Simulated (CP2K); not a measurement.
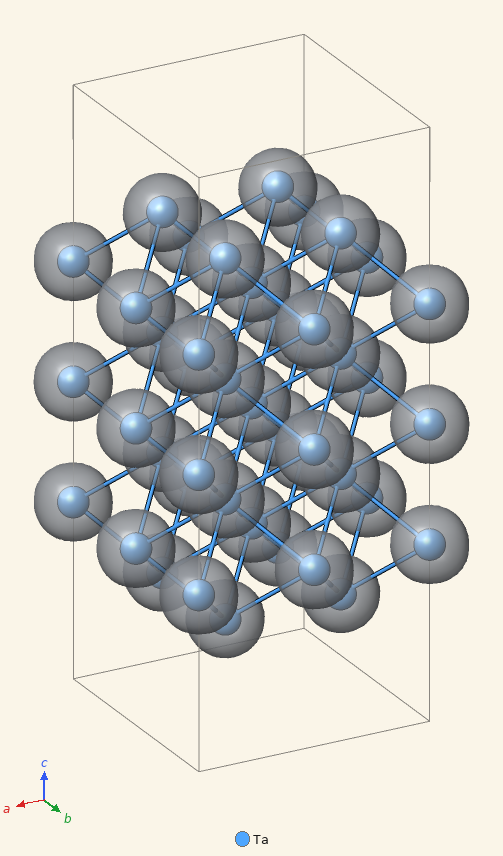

Figure. Ta (slab). Isosurface of the valence electron density at 0.6 e/Å³ (grey), seen at an oblique angle. Sticks mark near contacts.

Not relaxed (largest force 1.1 eV/Å).

Theory: Kohn-Sham DFT of a periodic cell, PBE, GTH-PBE with UZH-TZVP basis (CP2K).

In a pseudopotential calculation such maps are meaningful between the atoms, not at the nuclei.

Question: What does this surface tell about the bonding?

Answer: At this value the density breaks into separate islands; it holds about 65 % of the electrons treated as valence. It bridges none of the near contacts. It is pinched off along the sampled Ta–Ta (2.86 Å) contacts. On the grid the lowest density along these lines, outside the cores, is 0.31 e/Å³ (Ta–Ta, 2.86 Å).
